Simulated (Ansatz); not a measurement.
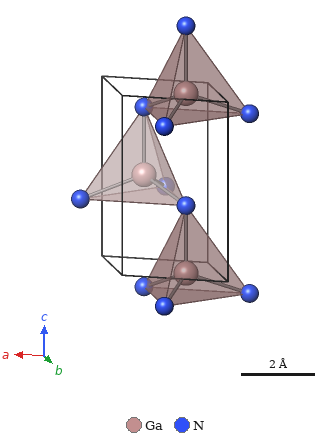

The structure as given in the input (polyhedral view of the cell of the calculation, seen at an oblique angle; polyhedra are completed across the faces of the cell).

**Geometry relaxation of GaN (part 1 of 2)**

GaN (P6₃mc, 4 atoms in the cell), computed with DFT, PBE, PAW with Ansatz's default frozen-core files, scalar-relativistic, no spin polarisation (Ansatz 0.2.0).

The structure was built on a prototype by a generator; it need not be a known phase. Its volume is 1.09 times that of the source entry. It belongs to a series of runs on one base structure; here: wurtzite relaxed under pressure, PAW files.

## Input
```yaml
crystal:
  lattice:
    - [3.1069532765, 0.0, 0.0]
    - [-1.5534766382, 2.6907004658, 0.0]
    - [0.0, 0.0, 5.0643338407]
  atoms:
    - { symbol: Ga, position: [0.3333333333, 0.6666666667, 0.0] }
    - { symbol: Ga, position: [0.6666666667, 0.3333333333, 0.5] }
    - { symbol: "N", position: [0.3333333333, 0.6666666667, 0.376] }
    - { symbol: "N", position: [0.6666666667, 0.3333333333, 0.876] }
kpoints:
  mp_grid: { grid: [12, 12, 7] }
scf:
  occupations: { method: fermi_dirac, width: 0.08 }
hamiltonian:
  xc: pbe
  pseudopotentials: { kind: paw }
output:
  forces: true
  stress: true
  eigenvalues: true
  write_density: true
  write_potential: true
  elf: true
  volumetric_format: npy
relax:
  f_tol: 0.005
  max_steps: 40
  cell: { p_target: 18.0, stress_tol: 0.03 }
```

Command:
```bash
ansatz run input.yaml --threads 1 --pin off --max-ram 3584MiB --backend cpu --events-out ev --progress --plain --runs-dir out
```

## The program's output
```
Engine: ansatz 0.2.0, aarch64-unknown-linux-gnu
Pseudopotentials: kind: paw
Pseudopotential: Ga, paw, valence charge 13, recommended cutoff 420 eV (normal), Ga.paw.azcp
Pseudopotential: N, paw, valence charge 5, recommended cutoff 420 eV (normal), N.paw.azcp
Functional definition: PBE
  parameter kappa = 0.804
  parameter beta = 0.06672455060314922
  exchange = pbe_x(kappa = kappa, mu = beta*pi^2/3)
  correlation = pbe_c(beta = beta)
Crystal: 4 atoms, lattice volume = 42.337 Å³
Basis set: ecut = 420 eV, 833 PW (Γ), exchange–correlation on 48×48×72 points (8 copies of the dense FFT grid, shifted against one another)
Bands: 22, of which v1, the nominal top of the filled ones, is band 18 counted from 1 (17 counted from 0)
Symmetry: 12 space group operations
Space group: P63mc (ITA 186), of the structure as read, at distance tolerance 3.5e-5 Å
k-points: 76 of 1008 (time reversal used)
Non-local potential: Ga, projectors of the file, l = 0: 2, l = 1: 2, l = 2: 3, l = 3: 1
Non-local potential: N, projectors of the file, l = 0: 2, l = 1: 2, l = 2: 1
PAW form: soft (Blöchl's): semilocal exchange-correlation on the pseudo side does not see the compensation charge
PAW one-centre angular grid: Ga, 590 points (default); XC on 64 Gauss nodes
PAW one-centre angular grid: N, 110 points (default); XC on 64 Gauss nodes
Initial density: superposition of atomic densities (neutral atoms: chi_scale 0, normalization atom), corrected by the library's trained network
Initial wavefunctions: pseudopotential atomic-orbital guess
Functional: x = pbe(κ = 0.804, μ = 0.2195149727645171), c = pbe(β = 0.06672455060314922)
SCF iter   1: F=—  HF=-8335.532119 eV  |F-HF|=—  |Δ(HF+E_count)|=         —  Δρ=8.72e-4  dr2=1.23e-4  ethr=1.77e-3  ⟨swp⟩=4.9  Hψ=6714  notcnv=0
preconditioner: auto → Resta (q_TF=auto, 2.656 Å⁻¹)  ε∞=5.0  [insulator: Δε(μ)=2.398 eV  Ē_g=17.128 eV  σ=0.080 eV  W_gap=1.00  n_scr=22 (ndim 8)  ℏωp=34.2 eV  f_vac=0.003  D(μ)=0.00/eV (n_scr^D=0)  ε∞_Penn≈5.0]
SCF iter   2: F=—  HF=-8335.532640 eV  |F-HF|=—  |Δ(HF+E_count)|=   5.21e-4  Δρ=4.49e-4  dr2=2.80e-5  ethr=3.41e-7  ⟨swp⟩=2.8  Hψ=3872  notcnv=0
SCF iter   3: F=—  HF=-8335.532750 eV  |F-HF|=—  |Δ(HF+E_count)|=   1.10e-4  Δρ=1.83e-4  dr2=6.74e-6  ethr=7.78e-8  ⟨swp⟩=2.0  Hψ=3014  notcnv=0
SCF iter   4: F=—  HF=-8335.532766 eV  |F-HF|=—  |Δ(HF+E_count)|=   1.54e-5  Δρ=5.80e-5  dr2=1.02e-6  ethr=1.87e-8  ⟨swp⟩=2.0  Hψ=2988  notcnv=0
SCF iter   5: F=—  HF=-8335.532768 eV  |F-HF|=—  |Δ(HF+E_count)|=   2.17e-6  Δρ=1.90e-5  dr2=1.19e-7  ethr=2.84e-9  ⟨swp⟩=2.1  Hψ=2785  notcnv=0
SCF iter   6: F=-8335.532768 eV  HF=-8335.532768 eV  |F-HF|=2.20e-8  |Δ(HF+E_count)|=   1.70e-7  Δρ=7.58e-6  dr2=2.61e-8  ethr=2.78e-10  ⟨swp⟩=8.5  Hψ=10909  notcnv=0
SCF 1 converged in 6 iterations: F = -8335.532768 eV  dr2 = 2.61e-8
  greatest PAW one-centre occupation: 0.995 electrons in one spin orbital (limit 2), on the Ga atom at site 1 (counted from 0), in its partial waves of l = 2
relax step   1: F+E_penalty+E_count = -8335.53276810 eV  Δ(F+E_penalty+E_count) = +0.000e0 eV  max|allowed force component| = 2.359e-2 eV/Å  Δτ_max = 0.0000 Å  P = +22.838 GPa  Ω = 42.337 Å³  (6 SCF iters, dr2 threshold 1.00e-7 eV, accepted)
Crystal: 4 atoms, lattice volume = 42.865 Å³
Initial density: handed on by an earlier stage of this run
Initial wavefunctions: those handed on with the density
iter 1 solved again at ethr=9.13e-6 eV; its pass at ethr=3.10e-3 eV (dr2=3.29e-3 eV) is discarded
SCF iter   1: F=—  HF=-8335.601580 eV  |F-HF|=—  |Δ(HF+E_count)|=         —  Δρ=2.66e-3  dr2=3.29e-3  ethr=9.13e-6  ⟨swp⟩=2.3  Hψ=8212  notcnv=0
preconditioner: auto → Resta (q_TF=auto, 2.650 Å⁻¹)  ε∞=5.0  [insulator: Δε(μ)=2.305 eV  Ē_g=17.039 eV  σ=0.080 eV  W_gap=1.00  n_scr=22 (ndim 8)  ℏωp=34.0 eV  f_vac=0.007  D(μ)=0.00/eV (n_scr^D=0)  ε∞_Penn≈5.0]
SCF iter   2: F=—  HF=-8335.600680 eV  |F-HF|=—  |Δ(HF+E_count)|=   9.00e-4  Δρ=5.59e-4  dr2=1.50e-4  ethr=9.13e-6  ⟨swp⟩=2.0  Hψ=2128  notcnv=0
SCF iter   3: F=—  HF=-8335.600659 eV  |F-HF|=—  |Δ(HF+E_count)|=   2.10e-5  Δρ=3.26e-4  dr2=3.65e-5  ethr=4.16e-7  ⟨swp⟩=2.5  Hψ=2675  notcnv=0
SCF iter   4: F=—  HF=-8335.600675 eV  |F-HF|=—  |Δ(HF+E_count)|=   1.51e-5  Δρ=8.77e-5  dr2=2.61e-6  ethr=1.01e-7  ⟨swp⟩=2.9  Hψ=3290  notcnv=0
SCF iter   5: F=-8335.600673 eV  HF=-8335.600673 eV  |F-HF|=4.97e-7  |Δ(HF+E_count)|=   1.60e-6  Δρ=3.51e-5  dr2=3.57e-7  ethr=1.11e-9  ⟨swp⟩=9.1  Hψ=14612  notcnv=0
SCF 2 converged in 5 iterations: F = -8335.600673 eV  dr2 = 3.57e-7
relax step   2: F+E_penalty+E_count = -8335.60067341 eV  Δ(F+E_penalty+E_count) = -6.791e-2 eV  max|allowed force component| = 1.795e-2 eV/Å  Δτ_max = 0.0002 Å  P = +19.550 GPa  Ω = 42.865 Å³  energy of the carried Pulay correction = -1.816e-3 eV  (5 SCF iters, dr2 threshold 4.00e-7 eV, accepted)
Crystal: 4 atoms, lattice volume = 43.118 Å³
iter 1 solved again at ethr=2.06e-6 eV; its pass at ethr=3.10e-3 eV (dr2=7.42e-4 eV) is discarded
SCF iter   1: F=—  HF=-8335.629811 eV  |F-HF|=—  |Δ(HF+E_count)|=         —  Δρ=1.26e-3  dr2=7.45e-4  ethr=2.06e-6  ⟨swp⟩=2.4  Hψ=8092  notcnv=0
preconditioner: auto → Resta (q_TF=auto, 2.647 Å⁻¹)  ε∞=5.0  [insulator: Δε(μ)=2.276 eV  Ē_g=16.996 eV  σ=0.080 eV  W_gap=1.00  n_scr=22 (ndim 8)  ℏωp=33.9 eV  f_vac=0.007  D(μ)=0.00/eV (n_scr^D=0)  ε∞_Penn≈5.0]
SCF iter   2: F=—  HF=-8335.629610 eV  |F-HF|=—  |Δ(HF+E_count)|=   2.01e-4  Δρ=2.70e-4  dr2=3.64e-5  ethr=2.06e-6  ⟨swp⟩=2.0  Hψ=2128  notcnv=0
SCF iter   3: F=—  HF=-8335.629594 eV  |F-HF|=—  |Δ(HF+E_count)|=   1.58e-5  Δρ=1.60e-4  dr2=9.42e-6  ethr=1.01e-7  ⟨swp⟩=2.4  Hψ=2737  notcnv=0
SCF iter   4: F=—  HF=-8335.629598 eV  |F-HF|=—  |Δ(HF+E_count)|=   4.73e-6  Δρ=4.39e-5  dr2=6.53e-7  ethr=2.62e-8  ⟨swp⟩=2.7  Hψ=3281  notcnv=0
SCF iter   5: F=-8335.629598 eV  HF=-8335.629598 eV  |F-HF|=1.16e-7  |Δ(HF+E_count)|=   4.01e-7  Δρ=1.80e-5  dr2=8.55e-8  ethr=1.11e-9  ⟨swp⟩=9.3  Hψ=14470  notcnv=0
SCF 3 converged in 5 iterations: F = -8335.629598 eV  dr2 = 8.55e-8
  greatest PAW one-centre occupation: 0.995 electrons in one spin orbital (limit 2), on the Ga atom at site 0 (counted from 0), in its partial waves of l = 2
relax step   3: F+E_penalty+E_count = -8335.62959820 eV  Δ(F+E_penalty+E_count) = -2.892e-2 eV  max|allowed force component| = 9.809e-3 eV/Å  Δτ_max = 0.0004 Å  P = +18.037 GPa  Ω = 43.118 Å³  energy of the carried Pulay correction = -2.682e-3 eV  (5 SCF iters, dr2 threshold 4.00e-7 eV, accepted)
Crystal: 4 atoms, lattice volume = 43.125 Å³
iter 1 solved again at ethr=6.92e-9 eV; its pass at ethr=3.10e-3 eV (dr2=2.49e-6 eV) is discarded
SCF iter   1: F=—  HF=-8335.630303 eV  |F-HF|=—  |Δ(HF+E_count)|=         —  Δρ=1.01e-4  dr2=2.60e-6  ethr=6.92e-9  ⟨swp⟩=2.6  Hψ=8001  notcnv=0
preconditioner: auto → Resta (q_TF=auto, 2.647 Å⁻¹)  ε∞=5.0  [insulator: Δε(μ)=2.284 eV  Ē_g=16.995 eV  σ=0.080 eV  W_gap=1.00  n_scr=22 (ndim 8)  ℏωp=33.9 eV  f_vac=0.006  D(μ)=0.00/eV (n_scr^D=0)  ε∞_Penn≈5.0]
SCF iter   2: F=—  HF=-8335.630285 eV  |F-HF|=—  |Δ(HF+E_count)|=   1.81e-5  Δρ=4.94e-5  dr2=6.49e-7  ethr=6.92e-9  ⟨swp⟩=2.2  Hψ=2912  notcnv=0
SCF iter   3: F=—  HF=-8335.630285 eV  |F-HF|=—  |Δ(HF+E_count)|=   2.22e-8  Δρ=1.10e-5  dr2=4.92e-8  ethr=1.80e-9  ⟨swp⟩=2.0  Hψ=2861  notcnv=0
SCF iter   4: F=-8335.630285 eV  HF=-8335.630285 eV  |F-HF|=3.49e-10  |Δ(HF+E_count)|=   1.17e-8  Δρ=4.49e-6  dr2=7.61e-9  ethr=5.29e-11  ⟨swp⟩=7.1  Hψ=9529  notcnv=0
SCF 4 converged in 4 iterations: F = -8335.630285 eV  dr2 = 7.61e-9
relax step   4: F+E_penalty+E_count = -8335.63028460 eV  Δ(F+E_penalty+E_count) = -6.864e-4 eV  max|allowed force component| = 3.706e-3 eV/Å  Δτ_max = 0.0004 Å  P = +18.001 GPa  Ω = 43.125 Å³  energy of the carried Pulay correction = -2.704e-3 eV  (4 SCF iters, dr2 threshold 1.91e-8 eV, accepted)
iter 1 solved again at ethr=1.67e-10 eV; its pass at ethr=3.10e-3 eV (dr2=6.03e-8 eV) is discarded
SCF iter   1: F=—  HF=-8335.630325 eV  |F-HF|=—  |Δ(HF+E_count)|=         —  Δρ=2.13e-5  dr2=1.27e-7  ethr=1.67e-10  ⟨swp⟩=3.0  Hψ=9032  notcnv=0
preconditioner: auto → Resta (q_TF=auto, 2.647 Å⁻¹)  ε∞=5.0  [insulator: Δε(μ)=2.285 eV  Ē_g=16.995 eV  σ=0.080 eV  W_gap=1.00  n_scr=22 (ndim 8)  ℏωp=33.9 eV  f_vac=0.006  D(μ)=0.00/eV (n_scr^D=0)  ε∞_Penn≈5.0]
SCF iter   2: F=—  HF=-8335.630307 eV  |F-HF|=—  |Δ(HF+E_count)|=   1.78e-5  Δρ=1.11e-5  dr2=3.78e-8  ethr=1.67e-10  ⟨swp⟩=2.0  Hψ=3020  notcnv=0
SCF iter   3: F=-8335.630307 eV  HF=-8335.630307 eV  |F-HF|=3.70e-9  |Δ(HF+E_count)|=   7.77e-9  Δρ=2.52e-6  dr2=2.11e-9  ethr=2.86e-11  ⟨swp⟩=5.1  Hψ=9914  notcnv=0
SCF 5 converged in 3 iterations: F = -8335.630307 eV  dr2 = 2.11e-9
relax step   5: F+E_penalty+E_count = -8335.63030678 eV  Δ(F+E_penalty+E_count) = -2.217e-5 eV  max|allowed force component| = 9.798e-5 eV/Å  Δτ_max = 0.0000 Å  P = +18.000 GPa  Ω = 43.125 Å³  energy of the carried Pulay correction = -2.704e-3 eV  (3 SCF iters, dr2 threshold 1.03e-8 eV, accepted)
Initial wavefunctions: pseudopotential atomic-orbital guess (no wavefunctions were taken with the density)
iter 1 solved again at ethr=3.72e-8 eV; its pass at ethr=3.10e-3 eV (dr2=1.34e-5 eV) is discarded
SCF iter   1: F=—  HF=-8335.632536 eV  |F-HF|=—  |Δ(HF+E_count)|=         —  Δρ=4.65e-4  dr2=2.95e-6  ethr=3.72e-8  ⟨swp⟩=3.0  Hψ=11674  notcnv=0
SCF iter   2: F=—  HF=-8335.633114 eV  |F-HF|=—  |Δ(HF+E_count)|=   5.78e-4  Δρ=2.37e-4  dr2=8.71e-7  ethr=8.21e-9  ⟨swp⟩=3.0  Hψ=3040  notcnv=0
SCF iter   3: F=—  HF=-8335.633309 eV  |F-HF|=—  |Δ(HF+E_count)|=   1.95e-4  Δρ=5.10e-5  dr2=4.44e-8  ethr=2.42e-9  ⟨swp⟩=3.0  Hψ=3287  notcnv=0
SCF iter   4: F=—  HF=-8335.633318 eV  |F-HF|=—  |Δ(HF+E_count)|=   9.03e-6  Δρ=4.67e-6  dr2=2.89e-9  ethr=1.23e-10  ⟨swp⟩=2.0  Hψ=3040  notcnv=0
SCF iter   5: F=—  HF=-8335.633318 eV  |F-HF|=—  |Δ(HF+E_count)|=   1.36e-8  Δρ=2.24e-6  dr2=2.68e-10  ethr=8.02e-12  ⟨swp⟩=2.3  Hψ=2881  notcnv=0
SCF iter   6: F=—  HF=-8335.633318 eV  |F-HF|=—  |Δ(HF+E_count)|=   1.43e-8  Δρ=4.04e-7  dr2=4.07e-11  ethr=1.00e-12  ⟨swp⟩=2.0  Hψ=2965  notcnv=0
SCF iter   7: F=-8335.633318 eV  HF=-8335.633318 eV  |F-HF|=1.82e-12  |Δ(HF+E_count)|=  2.06e-10  Δρ=7.20e-8  dr2=1.95e-12  ethr=1.00e-12  ⟨swp⟩=5.1  Hψ=7343  notcnv=0
SCF 6 converged in 7 iterations: F = -8335.633318 eV  dr2 = 1.95e-12
relax step   6: F+E_penalty+E_count = -8335.63331775 eV  Δ(F+E_penalty+E_count) = -3.011e-3 eV  max|allowed force component| = 3.648e-5 eV/Å  Δτ_max = 0.0000 Å  P = +18.096 GPa  Ω = 43.125 Å³  stress off target by 9.66e-2 GPa  SCF on the basis re-selected at this cell (its energy is not comparable with the rows above)  (7 SCF iters)
basis re-selected at this cell: Δ(F+E_penalty+E_count) = -3.011e-3 eV, ΔP = +0.096 GPa vs the last step (what re-selecting the basis moved, of the pressure what is left beyond the Pulay correction that the steps carried, after the strain that the cell walked since its last selection, with what the two solves' SCF thresholds leave and, on support functions, any second-order correction that the steps lacked; it is no measure of the basis error at this ecutwfc). This SCF's stress stands 9.66e-2 GPa from its target on what of the cell is left free (relax.cell.stress_tol is 3.00e-2 GPa) and its largest allowed force component is 3.65e-5 eV/Å (relax.f_tol is 5.00e-3 eV/Å): not within both, so this SCF does not close the relaxation
Crystal: 4 atoms, lattice volume = 43.141 Å³
iter 1 solved again at ethr=8.15e-9 eV; its pass at ethr=3.10e-3 eV (dr2=2.93e-6 eV) is discarded
SCF iter   1: F=—  HF=-8335.635113 eV  |F-HF|=—  |Δ(HF+E_count)|=         —  Δρ=7.92e-5  dr2=2.96e-6  ethr=8.15e-9  ⟨swp⟩=2.2  Hψ=7998  notcnv=0
preconditioner: auto → Resta (q_TF=auto, 2.647 Å⁻¹)  ε∞=5.0  [insulator: Δε(μ)=2.282 eV  Ē_g=16.992 eV  σ=0.080 eV  W_gap=1.00  n_scr=22 (ndim 8)  ℏωp=33.9 eV  f_vac=0.006  D(μ)=0.00/eV (n_scr^D=0)  ε∞_Penn≈5.0]
SCF iter   2: F=—  HF=-8335.635095 eV  |F-HF|=—  |Δ(HF+E_count)|=   1.86e-5  Δρ=1.69e-5  dr2=1.35e-7  ethr=8.15e-9  ⟨swp⟩=2.0  Hψ=2130  notcnv=0
SCF iter   3: F=—  HF=-8335.635095 eV  |F-HF|=—  |Δ(HF+E_count)|=  8.02e-10  Δρ=9.77e-6  dr2=3.43e-8  ethr=6.48e-11  ⟨swp⟩=7.0  Hψ=9384  notcnv=0
SCF iter   4: F=-8335.635095 eV  HF=-8335.635095 eV  |F-HF|=4.71e-9  |Δ(HF+E_count)|=   1.39e-8  Δρ=2.71e-6  dr2=2.60e-9  ethr=6.48e-11  ⟨swp⟩=7.0  Hψ=9231  notcnv=0
SCF 7 converged in 4 iterations: F = -8335.635095 eV  dr2 = 2.60e-9
relax step   7: F+E_penalty+E_count = -8335.63509478 eV  Δ(F+E_penalty+E_count) = -1.777e-3 eV  max|allowed force component| = 1.329e-5 eV/Å  Δτ_max = 0.0000 Å  P = +18.002 GPa  Ω = 43.141 Å³  energy of the carried Pulay correction = -5.535e-5 eV  (4 SCF iters, dr2 threshold 2.33e-8 eV, accepted)
iter 1 solved again at ethr=2.27e-8 eV; its pass at ethr=3.10e-3 eV (dr2=8.17e-6 eV) is discarded
SCF iter   1: F=—  HF=-8335.635177 eV  |F-HF|=—  |Δ(HF+E_count)|=         —  Δρ=3.55e-6  dr2=2.87e-9  ethr=2.27e-8  ⟨swp⟩=3.0  Hψ=11698  notcnv=0
SCF iter   2: F=—  HF=-8335.635156 eV  |F-HF|=—  |Δ(HF+E_count)|=   2.09e-5  Δρ=2.04e-6  dr2=9.46e-10  ethr=7.98e-12  ⟨swp⟩=2.4  Hψ=3150  notcnv=0
SCF iter   3: F=—  HF=-8335.635156 eV  |F-HF|=—  |Δ(HF+E_count)|=  4.31e-10  Δρ=1.17e-6  dr2=3.52e-10  ethr=2.63e-12  ⟨swp⟩=2.5  Hψ=3110  notcnv=0
SCF iter   4: F=—  HF=-8335.635156 eV  |F-HF|=—  |Δ(HF+E_count)|=  4.91e-10  Δρ=2.68e-7  dr2=2.29e-11  ethr=1.00e-12  ⟨swp⟩=2.0  Hψ=2549  notcnv=0
SCF iter   5: F=-8335.635156 eV  HF=-8335.635156 eV  |F-HF|=3.64e-12  |Δ(HF+E_count)|=  2.55e-11  Δρ=1.01e-7  dr2=3.13e-12  ethr=1.00e-12  ⟨swp⟩=5.0  Hψ=7047  notcnv=0
SCF 8 converged in 5 iterations: F = -8335.635156 eV  dr2 = 3.13e-12
relax step   8: F+E_penalty+E_count = -8335.63515645 eV  Δ(F+E_penalty+E_count) = -6.168e-5 eV  max|allowed force component| = 3.202e-6 eV/Å  Δτ_max = 0.0000 Å  P = +18.002 GPa  Ω = 43.141 Å³  stress off target by 2.51e-3 GPa  SCF on the basis re-selected at this cell (its energy is not comparable with the rows above)  (5 SCF iters)
```

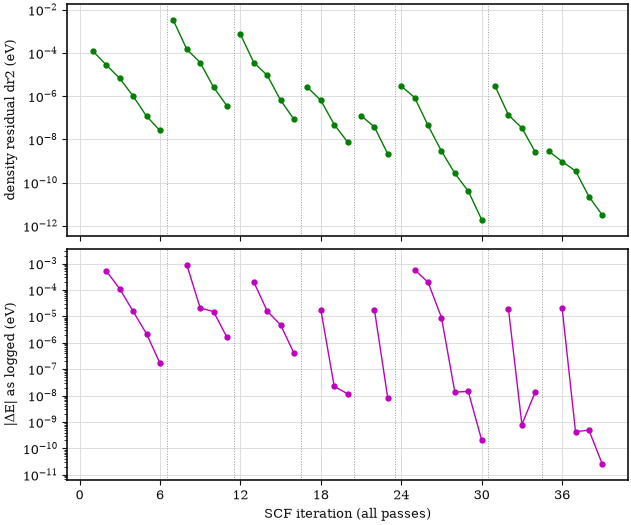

Convergence of the self-consistent field: density residual dr2 and size of the energy change against the SCF iteration. The dotted lines part the SCF passes of the relaxation: geometry steps, rejected trials and re-solves on a re-selected basis. The 8 passes take 3 to 7 iterations each, 39 in all.

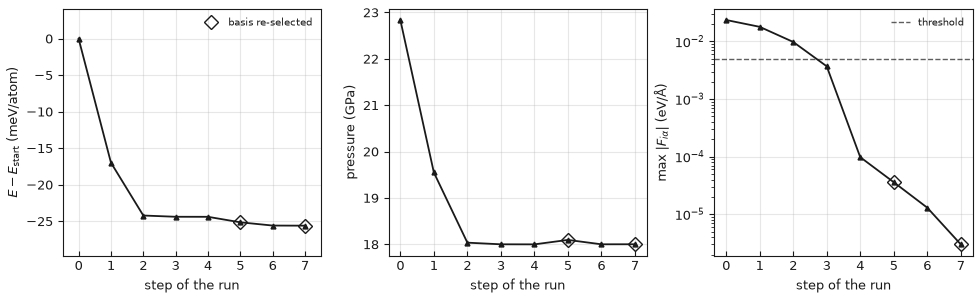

Progress of the relaxation, step by step (the first geometry is step 0 here and step 1 in the log).
